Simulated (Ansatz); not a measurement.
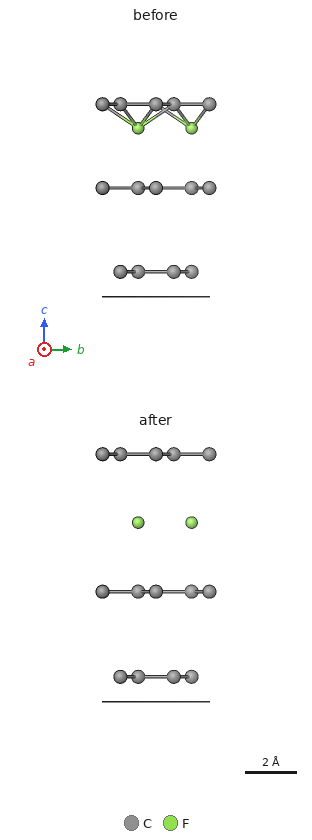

The structure of a slab of composition C$_{6}$F (cut from the R-3m phase) before (top) and after (bottom) a constrained relaxation, at one scale.

The picture is a ball-and-stick view of the 2 × 2 repeat of the cell, outlined in the plane, without the vacuum, seen along the a axis.

Case: F put at a hollow C-C site. The slab is the (0 0 1) face of C with F on it. 2 atoms are held fixed.

All numbers below come from DFT PBE+D3(BJ), scalar-relativistic, plane waves, PAW in Ansatz 0.2.0. (plane-wave cutoff 420 eV; k-point mesh 12 × 12 × 1; occupations gaussian; smearing width 0.05 eV; collinear spin; dipole correction; atoms relaxed in a fixed cell; force threshold 0.03 eV/Å; at most 70 steps)

### Summarise the run.

The largest moves, 2.20 Å, are those of C atoms. By element the largest moves are C 2.20 Å, F 0.43 Å. The cell doesn't change. Among the contacts that change: C–F 1.716 → 3.080 Å. After 13 geometry steps the energy has fallen by 7.602 eV per cell of the calculation. The largest force component goes from 17 to 0.016 eV/Å. The program noted that the starting moments weren't kept. Cost: 3.6 min on 1 thread of Intel(R) Xeon(R) Platinum 8488C (Sapphire Rapids) (shared host), peak memory 0.46 GiB.

Limits of the set-up: the periodic images lie only 2.5 Å apart, so the values are limited by the cell's size.
